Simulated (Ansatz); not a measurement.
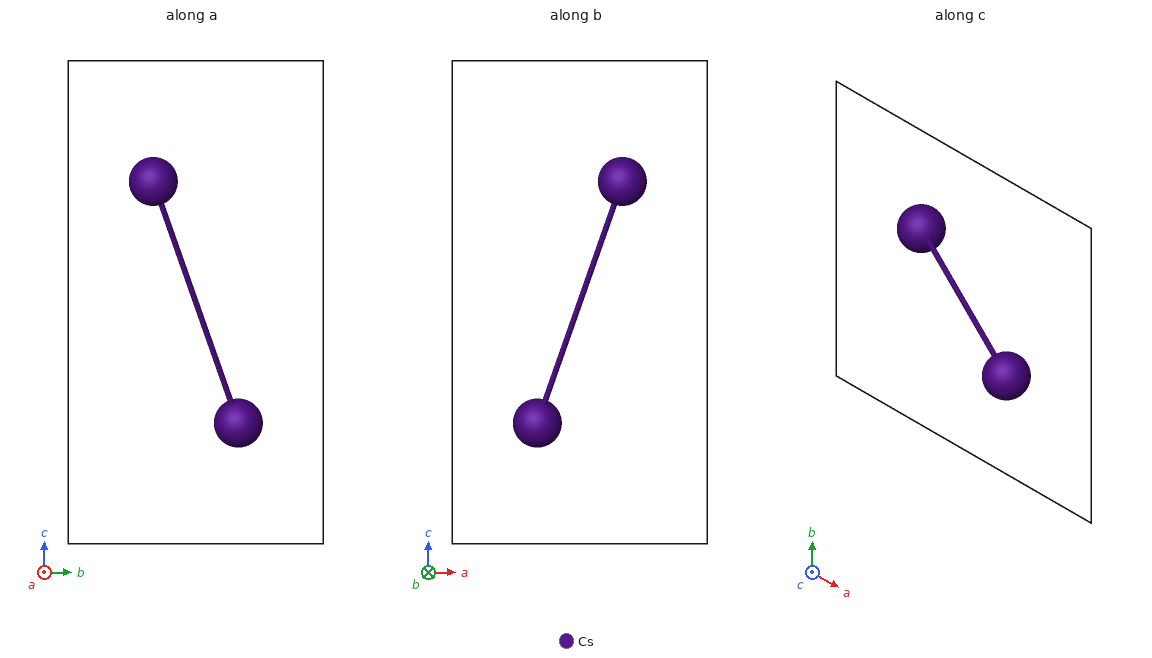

We look at a ball-and-stick model of the crystal along the a axis, along the b axis and along the c axis. The conventional unit cell is outlined; an atom on or near a face, edge or corner is repeated at each equivalent position.

Lattice parameters: a = 5.621 Å, b = 5.621 Å, c = 9.220 Å, α = 90.00°, β = 90.00°, γ = 120.00°. Put a along x and b in the xy plane.

Record the structure as a POSCAR file.

```
Cs
1.0
     5.621    0.000    0.000
    -2.811    4.868    0.000
     0.000    0.000    9.220
Cs
2
Direct
  0.3333 0.6667 0.2500
  0.6667 0.3333 0.7500
```

Starting structure: a structure type filled with this element by a generator (whether the element takes this form wasn't checked). Earlier steps of the study may have refined or changed the cell and positions. A calculation with Ansatz used it as input.
